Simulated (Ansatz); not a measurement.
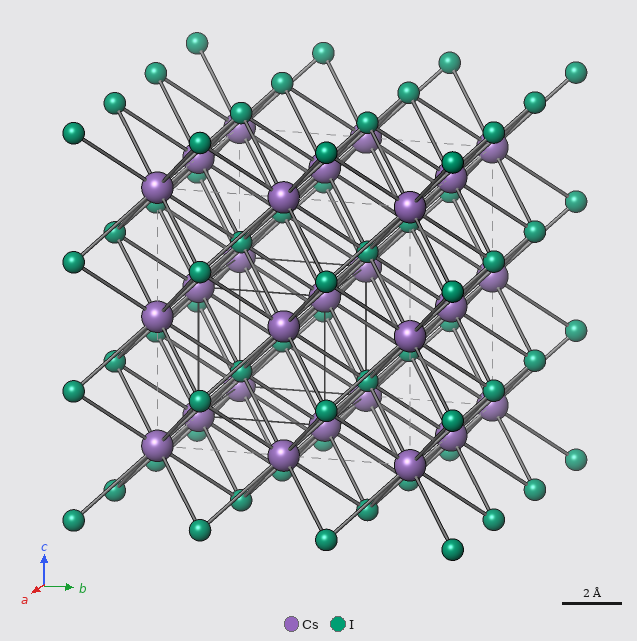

Ball-and-stick representation of a periodic structure, projected slightly off an axis. The picture spans 2×2×2 cells, one simulation cell being drawn with solid lines. Some neighbours outside the box are added.

The calculation's input:
```yaml
crystal:
  lattice:
    - [4.5070779636, 0.0, 0.0]
    - [0.0, 4.5070779636, 0.0]
    - [0.0, 0.0, 4.5070779636]
  atoms:
    - { symbol: Cs, position: [0.0, 0.0, 0.0] }
    - { symbol: I, position: [0.5, 0.5, 0.5] }
basis:
  ecutwfc: 420
  ecutrho_ratio: 4
kpoints:
  mp_grid: { grid: [8, 8, 8] }
hamiltonian:
  xc: pbesol
scf:
  occupations: { method: fixed }
output: {}
phonons:
  method: dfpt
  dielectric: true
  rigid_motions: translations
```
Run as:
```sh
ansatz run input.yaml --threads 4 --pin off --max-ram 8192MiB --backend cpu --events-out ev --progress --plain --runs-dir out
```

Level of theory and settings: DFT PBEsol, scalar-relativistic, plane waves, PAW (Ansatz), plane-wave cutoff 420 eV, the zone sampled with 8×8×8 points, no spin polarisation.

> Predict the gap.

An insulator at this level, with a gap of 3.85 eV on the k-mesh (the true edges may lie between mesh points, so the gap can be somewhat smaller).

> What is the clamped-ion dielectric constant?

ε∞ averages 3.5.

The cell started as a structure type known for this compound. Earlier steps of the study, as a rule a relaxation of our own, may have changed the cell and positions, so they can lie some per cent off the listed ones. It was the input of a calculation with Ansatz.
